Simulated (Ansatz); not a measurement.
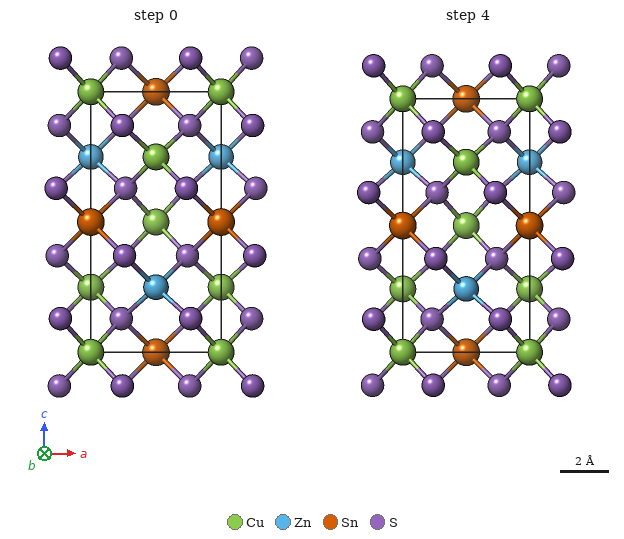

The structure of a crystal of ZnCu₂SnS₄ (built on the kesterite type) before (left) and after (right) a relaxation, at one scale.

Style: ball-and-stick. Shown: the conventional cell (2 times the calculation's cell), along the b axis. Lengths and directions refer to the drawn axes.

The calculation used Ansatz, DFT, LDA, plane waves, PAW. (plane-wave cutoff 420 eV; k-point mesh 6 × 6 × 6; occupations fermi dirac; smearing width 0.02 eV; no spin polarisation; cell and atoms relaxed; force threshold 0.005 eV/Å)

Question: Describe what moved and what it gained.

Answer: The largest moves relative to the cell, 0.023 Å, are those of S atoms. Cu and Zn and Sn stay in place. Cell: a = b 5.468 → 5.319 Å (−2.7 %), c 10.935 → 10.640 Å (−2.7 %). Volume −8.0 %. Some distances before and after: Cu–S 2.320 → 2.247 Å, S–Zn 2.368 → 2.302 Å, S–Sn 2.473 → 2.429 Å. The space group stays I-4 (No. 82). Over 3 accepted moves (4 points after the start) the energy falls by 33.3 meV per atom. Largest force component: 0.084 eV/Å at the start, 0.0036 eV/Å at the end. The pressure goes from −5.92 to −0.03 GPa. At 1 point the geometry stayed and the basis and grid were re-selected for the new cell (energy shift of 0.5 meV per atom at most each time). Cost: 42 s on 4 threads of Arm Neoverse V1, with other jobs on the host, peak memory 0.64 GiB.
